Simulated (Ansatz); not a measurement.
Read the following structure.

```cif
data_structure
_symmetry_space_group_name_H-M 'P 1'
_symmetry_Int_Tables_number 1
_cell_length_a 3.7296
_cell_length_b 3.7296
_cell_length_c 5.0501
_cell_angle_alpha 90.000
_cell_angle_beta 90.000
_cell_angle_gamma 120.000
_cell_volume 60.84
loop_
_atom_site_label
_atom_site_type_symbol
_atom_site_fract_x
_atom_site_fract_y
_atom_site_fract_z
_atom_site_occupancy
Pt1 Pt 0.00000 0.00000 0.00000 1
Se1 Se 0.66667 0.33333 0.74470 1
Se2 Se 0.33333 0.66667 0.25530 1
```

### What does this file describe?

It has the composition PtSe₂. Symmetry: P-3m1 (No. 164), primitive hexagonal lattice. In terms of structure types, this is cadmium iodide (CdI₂, 1T) type. Content of the cell: 1 Pt, 2 Se (Z = 1). The Pt atoms are each bonded to six Se in a distorted octahedral arrangement at 2.51 Å. Se is surrounded by three Pt in a trigonal pyramidal arrangement at 2.51 Å. The bonds build PtSe2 layers parallel to (001).

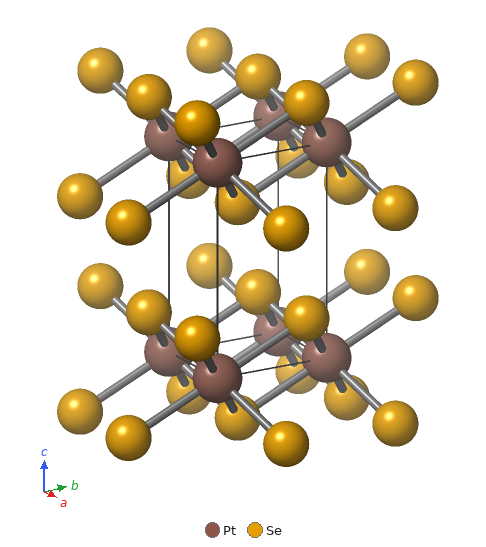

View slightly off an axis, drawn as a ball-and-stick model. The frame is the conventional unit cell; atoms at its boundary are shown with their periodic copies. Atoms just outside the outline that bond to atoms inside are added.

Starting structure: a structure listed in the Materials Project. It was relaxed with DFT r2SCAN, scalar-relativistic, plane waves, PAW (Ansatz) under a constraint or pressure on the cell, so some stress remains.
